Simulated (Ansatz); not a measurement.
**Run report: MoTe$_{2}$, single-point calculation**

- system: MoTe$_{2}$ (slab, 6 atoms in the cell)
- method: DFT PBE+D3(BJ), scalar-relativistic, plane waves, PAW, PAW set soft_1, no spin polarisation (Ansatz 0.2.0)

The structure derives from an entry of the Crystallography Open Database.

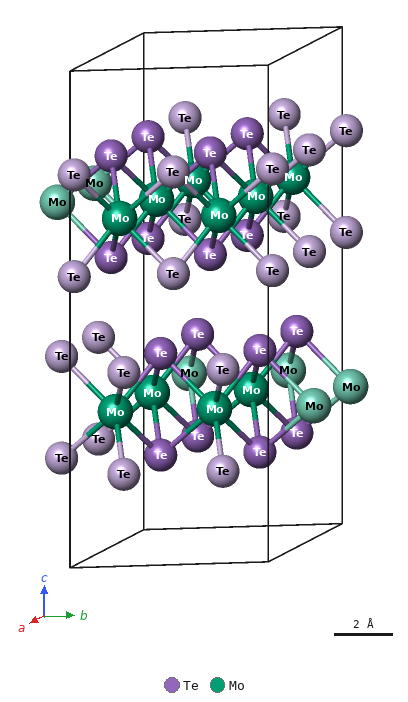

*The structure (ball-and-stick view of the 2 × 2 repeat of the cell, with the vacuum cut short, seen slightly off an axis; neighbours outside the cell are drawn fainter). An atom can appear more than once, as a periodic image.*

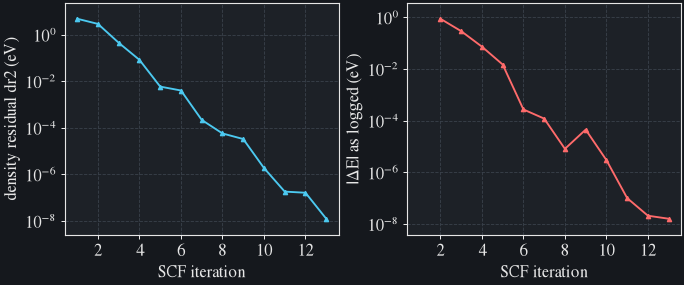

*Convergence of the self-consistent field: density residual dr2 and size of the energy change against the SCF iteration.*

The residual falls at every step.

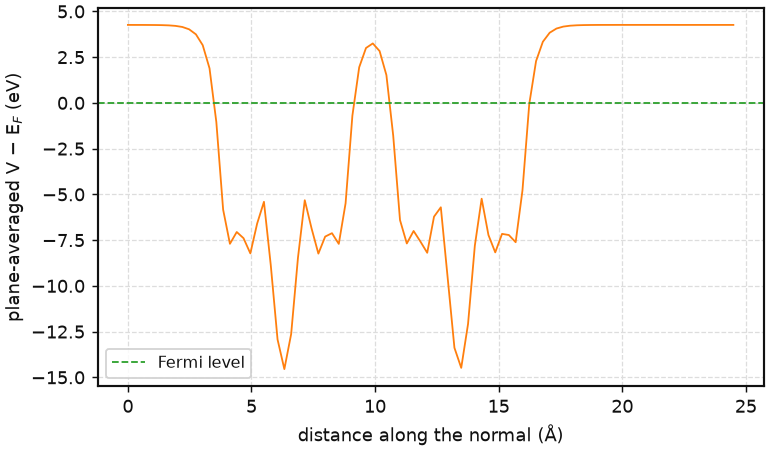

*Plane average of the electrostatic potential energy of an electron across the cell, from the Fermi level.*

The vacuum level lies 4.26 eV above the Fermi level.

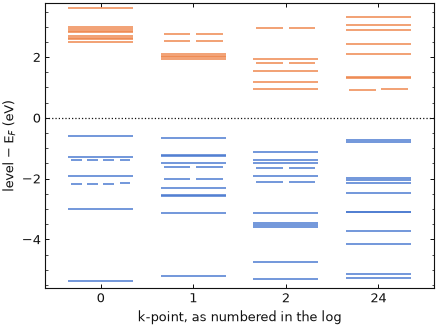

*Kohn–Sham levels near the Fermi level (dotted) at the few k-points that the log prints; levels within 0.02 eV of each other stand side by side.*

Among these points the highest filled and lowest empty levels are 1.55 eV apart; the gap on the full mesh, 1.08 eV, has an edge at a point that isn't printed.

These pictures come from the run below.

### Input
```yaml
crystal:
  lattice:
    - [3.5038817003, 0.0, 0.0]
    - [-1.7519408501, 3.0344505643, 0.0]
    - [0.0, 0.0, 24.767719909]
  atoms:
    - { symbol: Te, position: [0.3333333333, 0.6666666667, 0.1816881011] }
    - { symbol: Mo, position: [0.6666666667, 0.3333333333, 0.2550468917] }
    - { symbol: Te, position: [0.3333333333, 0.6666666667, 0.3284056823] }
    - { symbol: Te, position: [0.3333333333, 1.1666666667, 0.4689111471] }
    - { symbol: Mo, position: [0.0, 1.5, 0.5422699377] }
    - { symbol: Te, position: [0.3333333333, 1.1666666667, 0.6156287282] }
basis:
  ecutwfc: 420
kpoints:
  mp_grid: { grid: [9, 9, 1] }
hamiltonian:
  xc: pbe
  pseudopotentials: { kind: paw, azcp: { folder: soft_1 } }
  dispersion: d3bj
scf:
  occupations: { method: gaussian, width: 0.05 }
output:
  forces: true
  eigenvalues: true
efield:
  axis: 3
  dipole_correction: true
  ramp_width: 0.04
```

Run as:
```bash
ansatz run input.yaml --threads 1 --pin off --max-ram 3072MiB --backend cpu --events-out ev --progress --plain --runs-dir out
```

### Log
```
Engine: ansatz 0.2.0, x86_64-unknown-linux-gnu
Pseudopotentials: kind: paw
Pseudopotential: Te, paw, valence charge 16, recommended cutoff 420 eV (normal), [file]
Pseudopotential: Mo, paw, valence charge 14, recommended cutoff 420 eV (normal), [file]
Functional definition: PBE
  parameter kappa = 0.804
  parameter beta = 0.06672455060314922
  exchange = pbe_x(kappa = kappa, mu = beta*pi^2/3)
  correlation = pbe_c(beta = beta)
Crystal: 6 atoms, lattice volume = 263.339 Å³
Basis set: ecut = 420 eV, 5141 PW (Γ), exchange–correlation on 48×48×360 points (8 copies of the dense FFT grid, shifted against one another)
Bands: 56, of which v1, the nominal top of the filled ones, is band 46 counted from 1 (45 counted from 0)
Symmetry: 2 space group operations
k-points: 25 of 81 (time reversal used)
Non-local potential: Te, projectors of the file, l = 0: 2, l = 1: 2, l = 2: 2, l = 3: 1
Non-local potential: Mo, projectors of the file, l = 0: 3, l = 1: 2, l = 2: 2, l = 3: 1
PAW form: soft (Blöchl's): semilocal exchange-correlation on the pseudo side does not see the compensation charge
PAW one-centre angular grid: Te, 590 points (default); XC on 64 Gauss nodes
PAW one-centre angular grid: Mo, 590 points (default); XC on 64 Gauss nodes
Initial density: superposition of atomic densities (neutral atoms: chi_scale 0, normalization atom)
Initial wavefunctions: pseudopotential atomic-orbital guess
Functional: x = pbe(κ = 0.804, μ = 0.2195149727645171), c = pbe(β = 0.06672455060314922)
SCF iter   1: F=—  HF=-37837.881907 eV  |F-HF|=—  |Δ(HF+E_count)|=         —  Δρ=3.68e-2  dr2=4.82e0  ethr=3.10e-3  p=-0.000 e·Å  D=-8.90e-8 V/Å  ΔV_dip=0.00 eV  dr2_dipole=8.43e-8  V_vac-E_F(+/−)=4.98/4.98 eV  ⟨swp⟩=11.3  Hψ=6559  notcnv=0
efield: sawtooth ramp at fractional position 0.8787 (placed from the atoms, in the widest stretch of the axis that holds none; the zero of the levels goes with the place), width 0.0400; the density the first Hamiltonian is built on has a dipole p = -0.000 e·Å; the dipole correction subtracts the counter field D = -8.90e-8 V/Å, which shifts the + side's vacuum level by +0.00 eV against the − side's; the planar-averaged density in the ramp window peaks in size at 5.7e-7 e/Å³
preconditioner: auto → Resta (q_TF=auto, 2.290 Å⁻¹)  ε∞=4.2  [insulator: Δε(μ)=1.151 eV  Ē_g=7.692 eV  σ=0.050 eV  W_gap=1.00  n_scr=60 (ndim 8)  ℏωp=13.7 eV  f_vac=0.421  D(μ)=0.00/eV (n_scr^D=0)  ε∞_Penn≈4.2  vacuum switching on, ρ_ref=4.3e-3 e/Å³]
SCF iter   2: F=—  HF=-37837.000696 eV  |F-HF|=—  |Δ(HF+E_count)|=   8.81e-1  Δρ=1.64e-2  dr2=2.89e0  ethr=3.10e-3  p=-0.000 e·Å  D=-4.28e-5 V/Å  ΔV_dip=0.00 eV  dr2_dipole=2.17e-7  V_vac-E_F(+/−)=5.33/5.33 eV  ⟨swp⟩=3.0  Hψ=2569  notcnv=0  defer=74
SCF iter   3: F=—  HF=-37836.708689 eV  |F-HF|=—  |Δ(HF+E_count)|=   2.92e-1  Δρ=1.19e-2  dr2=4.47e-1  ethr=3.10e-3  p=0.000 e·Å  D=9.71e-6 V/Å  ΔV_dip=-0.00 eV  dr2_dipole=3.15e-8  V_vac-E_F(+/−)=4.59/4.59 eV  ⟨swp⟩=2.6  Hψ=1797  notcnv=0  defer=74
SCF iter   4: F=—  HF=-37836.635504 eV  |F-HF|=—  |Δ(HF+E_count)|=   7.32e-2  Δρ=5.03e-3  dr2=8.23e-2  ethr=4.86e-4  p=-0.000 e·Å  D=-3.83e-6 V/Å  ΔV_dip=0.00 eV  dr2_dipole=2.78e-8  V_vac-E_F(+/−)=4.50/4.50 eV  ⟨swp⟩=2.0  Hψ=1888  notcnv=0  defer=74
SCF iter   5: F=—  HF=-37836.620579 eV  |F-HF|=—  |Δ(HF+E_count)|=   1.49e-2  Δρ=1.00e-3  dr2=5.85e-3  ethr=8.95e-5  p=0.000 e·Å  D=5.50e-5 V/Å  ΔV_dip=-0.00 eV  dr2_dipole=7.20e-7  V_vac-E_F(+/−)=4.34/4.34 eV  ⟨swp⟩=2.0  Hψ=1899  notcnv=0  defer=74
SCF iter   6: F=—  HF=-37836.620308 eV  |F-HF|=—  |Δ(HF+E_count)|=   2.71e-4  Δρ=3.73e-4  dr2=3.98e-3  ethr=6.36e-6  p=-0.000 e·Å  D=-8.79e-5 V/Å  ΔV_dip=0.00 eV  dr2_dipole=1.78e-6  V_vac-E_F(+/−)=4.33/4.33 eV  ⟨swp⟩=2.2  Hψ=1724  notcnv=0  defer=74
SCF iter   7: F=—  HF=-37836.620188 eV  |F-HF|=—  |Δ(HF+E_count)|=   1.20e-4  Δρ=1.55e-4  dr2=2.17e-4  ethr=4.32e-6  p=0.000 e·Å  D=3.06e-5 V/Å  ΔV_dip=-0.00 eV  dr2_dipole=2.15e-7  V_vac-E_F(+/−)=4.29/4.29 eV  ⟨swp⟩=2.0  Hψ=1509  notcnv=0  defer=74
SCF iter   8: F=—  HF=-37836.620180 eV  |F-HF|=—  |Δ(HF+E_count)|=   8.08e-6  Δρ=7.67e-5  dr2=5.68e-5  ethr=2.36e-7  p=-0.000 e·Å  D=-1.75e-4 V/Å  ΔV_dip=0.00 eV  dr2_dipole=6.62e-6  V_vac-E_F(+/−)=4.27/4.27 eV  ⟨swp⟩=2.2  Hψ=1858  notcnv=0  defer=74
SCF iter   9: F=—  HF=-37836.620225 eV  |F-HF|=—  |Δ(HF+E_count)|=   4.48e-5  Δρ=5.94e-5  dr2=3.27e-5  ethr=6.18e-8  p=0.000 e·Å  D=1.41e-4 V/Å  ΔV_dip=-0.00 eV  dr2_dipole=4.37e-6  V_vac-E_F(+/−)=4.26/4.27 eV  ⟨swp⟩=2.0  Hψ=1645  notcnv=0  defer=74
SCF iter  10: F=—  HF=-37836.620222 eV  |F-HF|=—  |Δ(HF+E_count)|=   2.96e-6  Δρ=1.66e-5  dr2=1.86e-6  ethr=3.56e-8  p=0.000 e·Å  D=2.45e-5 V/Å  ΔV_dip=-0.00 eV  dr2_dipole=1.19e-7  V_vac-E_F(+/−)=4.26/4.26 eV  ⟨swp⟩=2.0  Hψ=1473  notcnv=0  defer=74
SCF iter  11: F=—  HF=-37836.620222 eV  |F-HF|=—  |Δ(HF+E_count)|=   9.99e-8  Δρ=4.80e-6  dr2=1.80e-7  ethr=2.02e-9  p=0.000 e·Å  D=1.51e-5 V/Å  ΔV_dip=-0.00 eV  dr2_dipole=4.03e-8  V_vac-E_F(+/−)=4.26/4.26 eV  ⟨swp⟩=2.0  Hψ=1742  notcnv=0  defer=74
SCF iter  12: F=—  HF=-37836.620222 eV  |F-HF|=—  |Δ(HF+E_count)|=   2.08e-8  Δρ=3.52e-6  dr2=1.61e-7  ethr=1.09e-10  p=-0.000 e·Å  D=-1.89e-5 V/Å  ΔV_dip=0.00 eV  dr2_dipole=5.52e-8  V_vac-E_F(+/−)=4.26/4.26 eV  ⟨swp⟩=14.5  Hψ=6317  notcnv=0
SCF iter  13: F=-37836.620222 eV  HF=-37836.620222 eV  |F-HF|=9.87e-9  |Δ(HF+E_count)|=   1.59e-8  Δρ=1.03e-6  dr2=1.23e-8  ethr=1.09e-10  p=0.000 e·Å  D=2.50e-6 V/Å  ΔV_dip=-0.00 eV  dr2_dipole=1.09e-9  V_vac-E_F(+/−)=4.26/4.26 eV  ⟨swp⟩=3.0  Hψ=4444  notcnv=0
SCF 1 converged in 13 iterations: F = -37836.620222 eV  dr2 = 1.23e-8
  greatest PAW one-centre occupation: 0.999 electrons in one spin orbital (limit 2), on the Mo atom at site 4 (counted from 0), in its partial waves of l = 0
SCF converged after 13 iterations
Free energy (F): -37836.620222 eV
Harris-Foulkes:  -37836.620222 eV  (|F-HF|=9.87e-9)
Internal energy: -37836.620222 eV  (E = F + TS)
E sigma→0 (E₀):  -37836.620222 eV
Fermi energy:    5.494002 eV
Dipole field:    D = -0.000036 V/Å  (p = -0.000053 e·Å, saw-weighted, corrected)
Work function:   Φ+ = 4.2628 eV   Φ− = 4.2619 eV
Levels:          The Fermi level and band energies are counted from a zero that moves with the ramp; work functions are not
--- Per-component energies (eV) ---
  E_band       = -1823.210797
  E_kinetic    = 1536.295946
  E_local      = -70497.743131  (includes V_loc(G=0)·N_el)
  E_nonlocal   = 565.194577
  E_hartree    = 34664.720711
  E_xc         = -842.333989
  E_vxc        = -847.365310  (∫ρ·V_xc dr)
  E_paw        = -25112.453403  (= ΣΔE_a)
  E_vpaw       = -1909.043801  (= ΣTr[D̂ρ^β])
  E_aug_tail   = 0.000465  (compensation charges beyond the density's cutoff)
  E_efield     = 0.000000  (sawtooth field / dipole correction)
  E_vefield    = 0.000000  (∫n·V_field dr)
  E_ewald      = 21852.488114
  E_disp       = -2.789513  (pairwise vdW)
  E_smearing   = -0.000000  (= −TS)
  E_closure    = -0.000000  (closes the sum)
  Σ components = -37836.620222   (vs F -37836.620222, Δ=0.00e0)
--- Forces (eV/Å), atoms counted from 1 ---
  atom   1  Te     0.00576132     0.00332630     0.01259251
  atom   2  Mo    -0.02141145    -0.01236190     0.01164953
  atom   3  Te    -0.01689227    -0.00975275     0.00309925
  atom   4  Te     0.01689229     0.00975277    -0.00312523
  atom   5  Mo     0.02141156     0.01236197    -0.01163051
  atom   6  Te    -0.00576133    -0.00332631    -0.01259039
  max |Σ_I F_I| component: 4.85e-6 eV/Å
--- Band table (eV; the first three rows and the last of 25) ---
  k-point 0: bands = ["-55.7291", "-55.7291", "-31.6205", "-31.6205", "-31.6200", "-31.6200", "-31.6069", "-31.6068", "-31.6068", "-31.6068", "-31.5547", "-31.5531", "-31.5529", "-31.5526", "-31.5352", "-31.5350", "-31.5349", "-31.5348", "-31.5338", "-31.5320", "-31.5135", "-31.5133", "-29.8996", "-29.8996", "-29.7331", "-29.7331", "-29.7329", "-29.7329", "-7.8802", "-7.7326", "-6.9784", "-6.7679", "-0.4887", "0.1165", "2.4864", "3.3194", "3.3245", "3.3293", "3.3341", "3.5944", "4.0938", "4.1005", "4.1066", "4.1127", "4.2073", "4.8807", "7.9926", "8.0783", "8.1375", "8.1731", "8.3250", "8.3607", "8.4160", "8.4911", "9.1078", "9.3171"]
  k-point 1: bands = ["-55.7279", "-55.7279", "-31.6195", "-31.6194", "-31.6175", "-31.6175", "-31.6083", "-31.6083", "-31.6042", "-31.6042", "-31.5558", "-31.5544", "-31.5539", "-31.5535", "-31.5380", "-31.5378", "-31.5354", "-31.5353", "-31.5324", "-31.5308", "-31.5121", "-31.5120", "-29.8912", "-29.8912", "-29.7501", "-29.7501", "-29.7362", "-29.7362", "-7.7047", "-7.5582", "-6.8505", "-6.6477", "-0.2981", "0.3025", "2.3539", "2.9341", "2.9557", "3.1712", "3.4707", "3.4708", "3.8798", "3.8802", "4.0156", "4.2256", "4.2706", "4.8346", "7.4413", "7.4888", "7.5145", "7.5867", "8.0247", "8.0273", "8.2428", "8.2440", "9.3498", "9.5497"]
  k-point 2: bands = ["-55.7251", "-55.7251", "-31.6194", "-31.6193", "-31.6110", "-31.6109", "-31.6103", "-31.6103", "-31.5976", "-31.5975", "-31.5592", "-31.5583", "-31.5560", "-31.5559", "-31.5436", "-31.5435", "-31.5364", "-31.5363", "-31.5291", "-31.5281", "-31.5088", "-31.5087", "-29.8703", "-29.8703", "-29.7930", "-29.7930", "-29.7442", "-29.7442", "-7.2061", "-7.0656", "-6.4887", "-6.3103", "0.1888", "0.7533", "1.8947", "1.9780", "2.0423", "2.3674", "3.3968", "3.3983", "3.5899", "3.8549", "3.8585", "4.0080", "4.1174", "4.3609", "6.4416", "6.6652", "7.0293", "7.3013", "7.3135", "7.4234", "8.4533", "8.4542", "9.9038", "10.0995"]
  k-point 24: bands = ["-55.7191", "-55.7191", "-31.6291", "-31.6289", "-31.6061", "-31.6061", "-31.5964", "-31.5963", "-31.5868", "-31.5868", "-31.5664", "-31.5654", "-31.5634", "-31.5622", "-31.5475", "-31.5473", "-31.5394", "-31.5391", "-31.5242", "-31.5225", "-31.5019", "-31.5017", "-29.8722", "-29.8722", "-29.8274", "-29.8273", "-29.7702", "-29.7702", "-5.7330", "-5.5948", "-5.4511", "-5.3276", "-0.5191", "-0.3860", "0.2067", "0.3533", "1.3334", "1.7667", "2.3800", "2.4009", "3.0160", "3.3594", "3.4561", "3.5141", "4.7104", "4.7498", "6.4270", "6.4415", "6.8110", "6.8364", "7.6015", "7.9137", "8.3933", "8.5578", "8.8196", "9.5072"]
```

### Key numbers

| quantity | value |
| --- | --- |
| outcome | converged |
| electrons treated | 92 |
| free energy | −37836.6202 eV |
| work function, top face | 4.26 eV |
| work function, bottom face | 4.26 eV |
| Fermi energy | 5.494 eV |
| gap on the k-point mesh | 1.08 eV |
| work function (upper face) | 4.26 eV |
| largest force (length of the vector) | 0.027 eV/Å |
| hardware | 1 thread of Intel Xeon (Sapphire Rapids), 16 GiB of memory available, shared host |
| wall time | 39 s |
| peak memory | 0.61 GiB |
